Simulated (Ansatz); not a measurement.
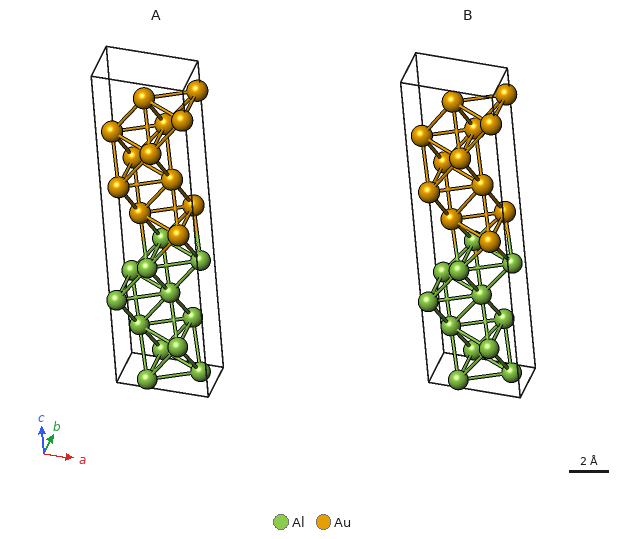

Two geometries of an interface cell of composition AlAu, drawn at one scale. One is the start of a relaxation, the other its converged end. A ball-and-stick model of the conventional cell (2 times the calculation's cell), seen from a free direction. Lengths and directions refer to the drawn axes.

All numbers below come from Ansatz, DFT PBEsol, scalar-relativistic, plane waves, PAW. Settings: plane-wave cutoff 420 eV; k-point mesh 12 × 12 × 2; occupations gaussian; smearing width 0.1 eV; no spin polarisation; cell relaxed at fixed a, b, gamma; force threshold 0.02 eV/Å; at most 70 steps.

Q: Which geometry has the lower energy?

A: Structure B is the relaxed one. Case: coherent stack. The largest moves relative to the cell, 0.16 Å, are those of Au atoms. By element the largest moves are Au 0.16 Å, Al 0.05 Å. Cell: a unchanged at 4.918 Å, b unchanged at 2.839 Å, c 18.936 → 18.522 Å (−2.2 %), β 94.1° → 95.1°. Volume −2.3 %. Among the contacts that change: Al–Au 2.894 → 2.683 Å, Al–Au 2.865 → 2.684 Å, Au–Au 2.891 → 2.956 Å, Au–Au 2.891 → 2.935 Å. After 3 accepted moves (4 points after the start) the energy has fallen by 0.197 eV per cell of the calculation. Largest force component: 0.8 eV/Å at the start, 0.0097 eV/Å at the end. Pressure: 0.85 GPa at the start and 3.52 GPa at the end. The SCF was repeated once at an unchanged geometry on a basis and grid sized afresh for the cell, which shifted the energy by 0.9 meV per cell of the calculation at most. The run took of the order of 3 core-minutes on a shared host.
